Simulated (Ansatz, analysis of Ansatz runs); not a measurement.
**F centre in LiF: hyperfine coupling against experiment**

How near does this set-up come to the measured hyperfine coupling? Subject: F centre in LiF. Set-up: PBE, 64-site cell, measured lattice, 420 eV, k: the single point 1/4 1/4 1/4 then 2x2x2 shifted 0.5 0.5 0.5. The model is a cell of 64 host atoms with 1 F taken out. The isotropic coupling follows from the spin density at the nucleus, the nuclear g-factor and the total spin. The measured lattice removes the functional's error in the volume.

Measured beforehand: 7Li, shell I: 39.06 MHz, by ENDOR (quoted in “F center in LiF: A quantum mechanical ab initio investigation of the hyperfine interaction between the unpaired electron at the vacancy and its first seven neighbors”, 2001, G. Mallia et al., quoting earlier work (1968)). 19F, shell II: 105.9 MHz, by ENDOR (quoted in “F center in LiF: A quantum mechanical ab initio investigation of the hyperfine interaction between the unpaired electron at the vacancy and its first seven neighbors”, 2001, G. Mallia et al., quoting earlier work (1968)). 7Li, shell III: 0.5 MHz, by ENDOR (quoted in “F center in LiF: A quantum mechanical ab initio investigation of the hyperfine interaction between the unpaired electron at the vacancy and its first seven neighbors”, 2001, G. Mallia et al., quoting earlier work (1968)). 19F, shell IV: 0.48 MHz, by ENDOR (quoted in “F center in LiF: A quantum mechanical ab initio investigation of the hyperfine interaction between the unpaired electron at the vacancy and its first seven neighbors”, 2001, G. Mallia et al., quoting earlier work (1968)). The calculation is set beside it at the end.

Program: Ansatz 0.2.0. Level of theory: plane-wave PAW DFT, PBE; relaxation of all atoms of a defect supercell. Results are calculated unless marked as measured.

## Step 1: Starting point

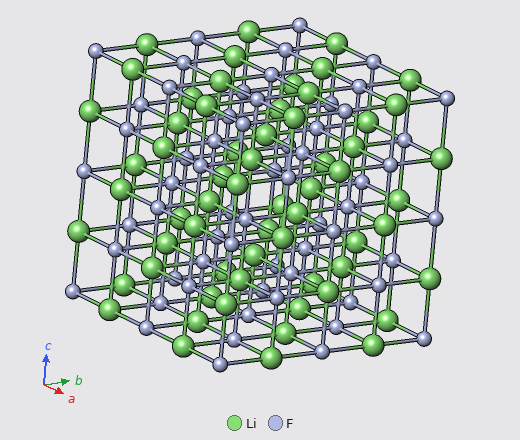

The starting structure, seen slightly off an axis (lithium green, fluorine light blue). Some periodic images of atoms are drawn too.

The cell holds 63 atoms: 32 Li and 31 F. Cell: a = 8.056 Å, b = 8.056 Å, c = 8.056 Å, α = 90.0°, β = 90.0°, γ = 90.0°. It derives from LiF (space group Fm-3m). Nearest the centre at fractional (0.250, 0.500, 0.500): Li12 at 2.01 Å, Li19 at 2.01 Å, Li25 at 2.01 Å, Li56 at 2.01 Å, Li28 at 2.01 Å, Li27 at 2.01 Å, F14 at 2.85 Å, F8 at 2.85 Å.

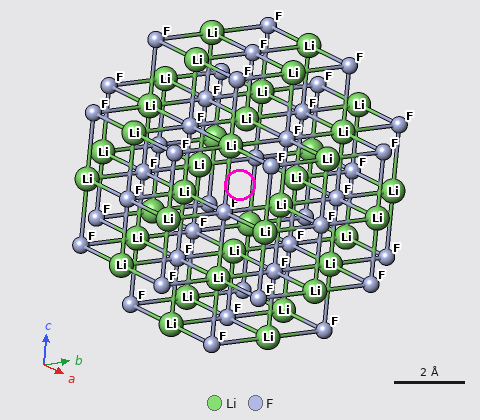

The atoms within 5 Å of the centre. A ring marks the centre wherever it is empty.

The host's primitive cell comes from a first run (plane-wave PAW DFT, PBE; relaxation of the host's atoms at the measured cell): vectors of 2.848, 2.848 and 2.848 Å. That is 8.17 Å³ an atom. The supercell is built on it.

## Step 2: Relaxation, charge 0

Every later number rests on the structure around the defect, so the atoms are relaxed at the host's lattice first.

File relax/input.yaml:

```yaml
relax:
  f_tol: 0.02
  max_steps: 80
  escape_saddle: false
crystal:
  lattice:
    - [8.056, 0.0, 0.0]
    - [0.0, 8.056, 0.0]
    - [0.0, 0.0, 8.056]
  atoms:
    - { symbol: Li, position: [0.0, 0.0, 0.0] }
    - { symbol: Li, position: [0.0, 0.25, 0.25] }
    - { symbol: Li, position: [0.25, 0.0, 0.25] }
    - { symbol: Li, position: [0.25, 0.25, 0.0] }
    - { symbol: F, position: [0.0, 0.0, 0.25] }
    - { symbol: F, position: [0.0, 0.25, 0.0] }
    - { symbol: F, position: [0.25, 0.0, 0.0] }
    - { symbol: F, position: [0.25, 0.25, 0.25] }
    - { symbol: Li, position: [0.0, 0.0, 0.5] }
    - { symbol: Li, position: [0.0, 0.25, 0.75] }
    - { symbol: Li, position: [0.25, 0.0, 0.75] }
    - { symbol: Li, position: [0.25, 0.25, 0.5] }
    - { symbol: F, position: [0.0, 0.0, 0.75] }
    - { symbol: F, position: [0.0, 0.25, 0.5] }
    - { symbol: F, position: [0.25, 0.0, 0.5] }
    - { symbol: F, position: [0.25, 0.25, 0.75] }
    - { symbol: Li, position: [0.0, 0.5, 0.0] }
    - { symbol: Li, position: [0.0, 0.75, 0.25] }
    - { symbol: Li, position: [0.25, 0.5, 0.25] }
    - { symbol: Li, position: [0.25, 0.75, 0.0] }
    - { symbol: F, position: [0.0, 0.5, 0.25] }
    - { symbol: F, position: [0.0, 0.75, 0.0] }
    - { symbol: F, position: [0.25, 0.5, 0.0] }
    - { symbol: F, position: [0.25, 0.75, 0.25] }
    - { symbol: Li, position: [0.0, 0.5, 0.5] }
    - { symbol: Li, position: [0.0, 0.75, 0.75] }
    - { symbol: Li, position: [0.25, 0.5, 0.75] }
    - { symbol: Li, position: [0.25, 0.75, 0.5] }
    - { symbol: F, position: [0.0, 0.5, 0.75] }
    - { symbol: F, position: [0.0, 0.75, 0.5] }
    - { symbol: F, position: [0.25, 0.75, 0.75] }
    - { symbol: Li, position: [0.5, 0.0, 0.0] }
    - { symbol: Li, position: [0.5, 0.25, 0.25] }
    - { symbol: Li, position: [0.75, 0.0, 0.25] }
    - { symbol: Li, position: [0.75, 0.25, 0.0] }
    - { symbol: F, position: [0.5, 0.0, 0.25] }
    - { symbol: F, position: [0.5, 0.25, 0.0] }
    - { symbol: F, position: [0.75, 0.0, 0.0] }
    - { symbol: F, position: [0.75, 0.25, 0.25] }
    - { symbol: Li, position: [0.5, 0.0, 0.5] }
    - { symbol: Li, position: [0.5, 0.25, 0.75] }
    - { symbol: Li, position: [0.75, 0.0, 0.75] }
    - { symbol: Li, position: [0.75, 0.25, 0.5] }
    - { symbol: F, position: [0.5, 0.0, 0.75] }
    - { symbol: F, position: [0.5, 0.25, 0.5] }
    - { symbol: F, position: [0.75, 0.0, 0.5] }
    - { symbol: F, position: [0.75, 0.25, 0.75] }
    - { symbol: Li, position: [0.5, 0.5, 0.0] }
    - { symbol: Li, position: [0.5, 0.75, 0.25] }
    - { symbol: Li, position: [0.75, 0.5, 0.25] }
    - { symbol: Li, position: [0.75, 0.75, 0.0] }
    - { symbol: F, position: [0.5, 0.5, 0.25] }
    - { symbol: F, position: [0.5, 0.75, 0.0] }
    - { symbol: F, position: [0.75, 0.5, 0.0] }
    - { symbol: F, position: [0.75, 0.75, 0.25] }
    - { symbol: Li, position: [0.5, 0.5, 0.5] }
    - { symbol: Li, position: [0.5, 0.75, 0.75] }
    - { symbol: Li, position: [0.75, 0.5, 0.75] }
    - { symbol: Li, position: [0.75, 0.75, 0.5] }
    - { symbol: F, position: [0.5, 0.5, 0.75] }
    - { symbol: F, position: [0.5, 0.75, 0.5] }
    - { symbol: F, position: [0.75, 0.5, 0.5] }
    - { symbol: F, position: [0.75, 0.75, 0.75] }
basis:
  ecutwfc: 420
  xc_grid: 2
hamiltonian:
  xc: pbe
kpoints:
  mp_grid: { grid: [1, 1, 1], shift: [0.25, 0.25, 0.25] }
magnetization:
  spin_polarized: true
  initial_magnetization: 1
  spin_locking: { lock_magnetization: hard }
scf:
  occupations: { method: fermi_dirac, width: 0.01 }
  max_iter: 120
output:
  forces: true
checkpoint:
  write: "../relax.run"
  compress: false
  write_wavefunctions: true
  write_every: 100000
```

Launch:

```sh
$ ansatz run input.yaml --threads 2 --pin off --max-ram 3768MiB --backend cpu --events-out ev --progress --plain --runs-dir out
```

Numbers of over 12 decimals in the logs are rounded to 6 here.

The program printed:

```text
[... repeated set-up lines and file paths are left out, and long positions are rounded to six places ...]
Engine: ansatz 0.2.0, x86_64-unknown-linux-gnu
Pseudopotentials: kind: paw
Pseudopotential: Li, paw, valence charge 3, recommended cutoff 420 eV (normal), Li.paw.azcp
Pseudopotential: F, paw, valence charge 7, recommended cutoff 420 eV (normal), F.paw.azcp
Functional definition: PBE
  parameter kappa = 0.804
  parameter beta = 0.066725
  exchange = pbe_x(kappa = kappa, mu = beta*pi^2/3)
  correlation = pbe_c(beta = beta)
Crystal: 63 atoms, lattice volume = 522.827 Å³
Basis set: ecut = 420 eV, 10251 PW (Γ), exchange–correlation on 108×108×108 points (8 copies of the dense FFT grid, shifted against one another)
Bands: 220, of which v1, the nominal top of the filled ones, is band 157 counted from 1 (156 counted from 0)
Symmetry: 12 space group operations
k-points: 1
Non-local potential: Li, projectors of the file, l = 0: 3, l = 1: 2, l = 2: 1
Non-local potential: F, projectors of the file, l = 0: 2, l = 1: 2, l = 2: 1
PAW form: soft (Blöchl's): semilocal exchange-correlation on the pseudo side does not see the compensation charge
PAW one-centre angular grid: Li, 110 points (default); XC on 64 Gauss nodes
PAW one-centre angular grid: F, 110 points (default); XC on 64 Gauss nodes
Initial density: superposition of atomic densities (chi_scale 0.1, normalization cell, long waves kept (reshape's long-wave potential 0.36 eV rms))
Starting moments: Σ|m| = 1 μB on 63 of 63 sites
Initial wavefunctions: pseudopotential atomic-orbital guess
Functional: x = pbe(κ = 0.804, μ = 0.219515), c = pbe(β = 0.066725)
SCF iter   1: F=—  HF=-31704.738689 eV  |F-HF|=—  |Δ(HF+E_count)|=         —  Δρ=3.08e-2 (↑2.87e-2 ↓3.08e-2)  dr2=1.09e1  dr2_m=9.84e-2  M=1.000 μB ∫|m|=1.028 μB  β_m=0.30  ethr=3.10e-3  ⟨swp⟩=6.0  Hψ=1874  notcnv=0  defer=50
preconditioner: auto → Resta (q_TF=auto, 2.505 Å⁻¹)  ε∞=2.8  [insulator: Δε(μ)=4.054 eV  Ē_g=19.204 eV  σ=0.010 eV  W_gap=1.00  n_scr=146 (ndim 8)  ℏωp=25.6 eV  f_vac=0.000  D(μ)=0.00/eV (n_scr^D=0)  ε∞_Penn≈2.8]
spin=Collinear: Resta preconditioning applied to the charge; magnetization (m = ρ↑ − ρ↓) channel mixes plain (no charge-response kernel on spin).
SCF iter   2: F=—  HF=-31704.484715 eV  |F-HF|=—  |Δ(HF+E_count)|=   2.54e-1  Δρ=2.16e-2 (↑1.99e-2 ↓2.16e-2)  dr2=5.28e0  dr2_m=5.36e-2  M=1.000 μB ∫|m|=1.025 μB  β_m=0.61  ethr=3.10e-3  ⟨swp⟩=2.0  Hψ=515  notcnv=0  defer=119
SCF iter   3: F=—  HF=-31704.782690 eV  |F-HF|=—  |Δ(HF+E_count)|=   2.98e-1  Δρ=6.11e-3 (↑6.11e-3 ↓6.07e-3)  dr2=5.02e-1  dr2_m=9.97e-4  M=1.000 μB ∫|m|=1.025 μB  β_m=0.60  ethr=1.69e-3  ⟨swp⟩=4.0  Hψ=563  notcnv=0  defer=119
SCF iter   4: F=—  HF=-31704.752183 eV  |F-HF|=—  |Δ(HF+E_count)|=   3.05e-2  Δρ=1.27e-3 (↑1.16e-3 ↓1.27e-3)  dr2=1.51e-2  dr2_m=2.38e-4  M=1.000 μB ∫|m|=1.015 μB  β_m=0.80  ethr=1.60e-4  ⟨swp⟩=3.5  Hψ=669  notcnv=0  defer=110
SCF iter   5: F=—  HF=-31704.794759 eV  |F-HF|=—  |Δ(HF+E_count)|=   4.26e-2  Δρ=2.24e-4 (↑2.20e-4 ↓2.24e-4)  dr2=7.22e-4  dr2_m=3.45e-6  M=1.000 μB ∫|m|=1.013 μB  β_m=0.83  ethr=4.83e-6  ⟨swp⟩=3.5  Hψ=621  notcnv=0  defer=110
SCF iter   6: F=—  HF=-31704.795324 eV  |F-HF|=—  |Δ(HF+E_count)|=   5.65e-4  Δρ=1.44e-4 (↑1.44e-4 ↓1.42e-4)  dr2=2.34e-4  dr2_m=1.94e-7  M=1.000 μB ∫|m|=1.013 μB  β_m=0.70  ethr=2.31e-7  ⟨swp⟩=2.5  Hψ=713  notcnv=0  defer=110
SCF iter   7: F=—  HF=-31704.795270 eV  |F-HF|=—  |Δ(HF+E_count)|=   5.43e-5  Δρ=2.27e-5 (↑2.27e-5 ↓2.03e-5)  dr2=6.10e-6  dr2_m=1.36e-7  M=1.000 μB ∫|m|=1.013 μB  β_m=0.84  ethr=3.19e-9  ⟨swp⟩=2.0  Hψ=1265  notcnv=0
SCF iter   8: F=-31704.795272 eV  HF=-31704.795272 eV  |F-HF|=1.28e-7  |Δ(HF+E_count)|=   2.61e-6  Δρ=4.35e-6 (↑4.17e-6 ↓4.35e-6)  dr2=3.65e-7  dr2_m=2.66e-9  M=1.000 μB ∫|m|=1.013 μB  ethr=1.95e-9  ⟨swp⟩=3.0  Hψ=846  notcnv=0
SCF 1 converged in 8 iterations: F = -31704.795272 eV  dr2 = 3.65e-7
  greatest PAW one-centre occupation: 1.000 electrons in one spin orbital (limit 2), on the Li atom at site 26 (counted from 0), in its partial waves of l = 0
relax step   1: F+E_penalty+E_count = -31704.79527236 eV  Δ(F+E_penalty+E_count) = +0.000e0 eV  max|allowed force component| = 1.691e-1 eV/Å  Δτ_max = 0.0000 Å  (8 SCF iters, dr2 threshold 1.00e-5 eV, accepted)
[... the SCF cycles and remarks between the steps are left out from here to the last step ...]
relax step   2: F+E_penalty+E_count = -31704.80653914 eV  Δ(F+E_penalty+E_count) = -1.127e-2 eV  max|allowed force component| = 8.849e-2 eV/Å  Δτ_max = 0.0144 Å  (6 SCF iters, dr2 threshold 1.79e-6 eV, accepted)
relax step   3: F+E_penalty+E_count = -31704.81384342 eV  Δ(F+E_penalty+E_count) = -7.304e-3 eV  max|allowed force component| = 1.477e-2 eV/Å  Δτ_max = 0.0210 Å  (6 SCF iters, dr2 threshold 4.89e-7 eV, accepted)
iter 1 solved again at ethr=7.13e-11 eV; its pass at ethr=3.10e-3 eV (dr2=2.23e-7 eV) is discarded
SCF iter   1: F=—  HF=-31704.813844 eV  |F-HF|=—  |Δ(HF+E_count)|=         —  Δρ=4.54e-6 (↑4.54e-6 ↓4.32e-6)  dr2=2.26e-7  dr2_m=4.01e-10  M=1.000 μB ∫|m|=1.013 μB  β_m=0.30  ethr=7.13e-11  ⟨swp⟩=1.0  Hψ=1220  notcnv=0  defer=110
SCF iter   2: F=-31704.813844 eV  HF=-31704.813844 eV  |F-HF|=2.06e-8  |Δ(HF+E_count)|=   5.35e-8  Δρ=1.76e-6 (↑1.76e-6 ↓1.56e-6)  dr2=3.85e-8  dr2_m=2.56e-10  M=1.000 μB ∫|m|=1.013 μB  ethr=3.19e-11  ⟨swp⟩=1.0  Hψ=965  notcnv=0
SCF 4 converged in 2 iterations: F = -31704.813844 eV  dr2 = 3.85e-8
relax step   4: F+E_penalty+E_count = -31704.81384353 eV  Δ(F+E_penalty+E_count) = -1.067e-7 eV  max|allowed force component| = 1.477e-2 eV/Å  Δτ_max = 0.0000 Å  (2 SCF iters, accepted)
NSCF: frozen V_eff on 1 k-points
the band table was solved once a step of the walk had ended and its energy, with any forces and stress, was formed, with the checks that follow a solve (1957 applications of the Hamiltonian). They found nothing against the state; [...]
SCF converged after 2 iterations
Magnetization: 1.0000 μB (157.0000 up, 156.0000 down)
Absolute magnetization: 1.0130 μB (∫|ρ↑−ρ↓|, with the PAW one-centre terms)
Spin contamination: 0.0006 ħ² per cell (⟨S²⟩ above its minimum at these occupations)
Per-site moments (μB) at R_I (Å): [(1.8369456511031895e-5, 0.830711), (0.000102951, 0.830038), (0.000298437, 0.828740), [... 60 left out ...]
Free energy (F): -31704.813844 eV
Harris-Foulkes:  -31704.813844 eV  (|F-HF|=2.06e-8)
Internal energy: -31704.813844 eV  (E = F + TS)
E sigma→0 (E₀):  -31704.813844 eV
Fermi energy:    7.593793 (↑ 8.586673, ↓ 4.621922) eV
--- Per-component energies (eV) ---
  E_band       = -3771.792445
  E_kinetic    = 7172.119977
  E_local      = -20555.942606  (includes V_loc(G=0)·N_el)
  E_nonlocal   = 1218.607103
  E_hartree    = 7261.576781
  E_xc         = -2857.763106
  E_vxc        = -3665.944507  (∫ρ·V_xc dr)
  E_paw        = -6897.074950  (= ΣΔE_a)
  E_vpaw       = -2463.835635  (= ΣTr[D̂ρ^β])
  E_aug_tail   = 0.068663  (compensation charges beyond the density's cutoff)
  E_ewald      = -17046.405706
  E_smearing   = -0.000000  (= −TS)
  E_closure    = 0.000000  (closes the sum)
  Σ components = -31704.813844   (vs F -31704.813844, Δ=0.00e0)
--- Forces (eV/Å), atoms counted from 1 ---
  atom   1  Li    -0.00716691    -0.00002144    -0.00002144
  atom   2  Li     0.00559459     0.00559459     0.00559459
  [... 5 atoms left out ...]
  atom   8  F     -0.00000051    -0.00261959    -0.00261959
  [... 3 atoms left out ...]
  atom  12  Li    -0.00015246     0.00051559    -0.00015246
  [... 1 atom left out ...]
  atom  14  F     -0.00261959    -0.00261959    -0.00000051
  [... 4 atoms left out ...]
  atom  19  Li    -0.00015246    -0.00015246     0.00051559
  [... 4 atoms left out ...]
  atom  24  F     -0.00000000     0.00276953    -0.00276953
  atom  25  Li     0.00051559    -0.00015246    -0.00015246
  [... 1 atom left out ...]
  atom  27  Li     0.00015246     0.00015246    -0.00051559
  atom  28  Li     0.00015246    -0.00051559     0.00015246
  [... 2 atoms left out ...]
  atom  31  F      0.00000051     0.00261959     0.00261959
  [... 24 atoms left out ...]
  atom  56  Li    -0.00051559     0.00015246     0.00015246
  [... 7 atoms left out ...]
  max |Σ_I F_I| component: 5.11e-18 eV/Å
--- Band table (eV) ---
  k-point 0 ↑: bands = ["-40.0343", "-40.0185", "-40.0185", "-40.0110", [... 212 left out ...] "18.1240", "18.7533", "18.7533", "18.8686"]
  k-point 0 ↓: bands = ["-40.0331", "-40.0176", "-40.0176", "-40.0099", [... 212 left out ...] "18.3122", "18.7787", "18.7787", "18.8868"]
--- Relaxed structure (4 steps of the walk, 4 accepted, 0 SCFs on fresh bases) ---
  F+E_penalty+E_count = -31704.81384353 eV   max|allowed force component| = 1.477e-2 eV/Å
  atoms:
    - { symbol: Li, position: [1.9127328096191476e-5, 1.8496899914899036e-6, 1.8496899914898972e-6] }
    - { symbol: Li, position: [0.000205, 0.250205, 0.250205] }
    [... 5 atoms left out ...]
    - { symbol: F, position: [0.249980, 0.249399, 0.249399] }
    [... 3 atoms left out ...]
    - { symbol: Li, position: [0.249983, 0.245607, 0.499983] }
    [... 1 atom left out ...]
    - { symbol: F, position: [-0.000601, 0.249399, 0.499980] }
    [... 4 atoms left out ...]
    - { symbol: Li, position: [0.249983, 0.499983, 0.245607] }
    [... 4 atoms left out ...]
    - { symbol: F, position: [0.250000, 0.750606, 0.249394] }
    - { symbol: Li, position: [-0.004393, 0.499983, 0.499983] }
    [... 1 atom left out ...]
    - { symbol: Li, position: [0.250017, 0.500017, 0.754393] }
    - { symbol: Li, position: [0.250017, 0.754393, 0.500017] }
    [... 2 atoms left out ...]
    - { symbol: F, position: [0.250020, 0.750601, 0.750601] }
    [... 24 atoms left out ...]
    - { symbol: Li, position: [0.504393, 0.500017, 0.500017] }
    [... 7 atoms left out ...]
```

The job ended after 27 s (2 threads of Intel Xeon Platinum 8488C (Sapphire Rapids), shared host; peak memory 1.5 GiB; 52 s of CPU time).

(Part 1 of 2 ends here.)

[Logs are printed without paths, hosts, clocks, repeated set-up lines and the standing remarks that a program may print on its own settings, such as how far it seeks lower states.]

[Hosts, paths, dates, database ids (printed as entryN), source tags and the programs' standing remarks are cut or masked in the printed files.]

[For some hosts the program warned that the k-mesh of the response run may be too coarse for force constants and the static dielectric constant; such warnings are not shown here.]
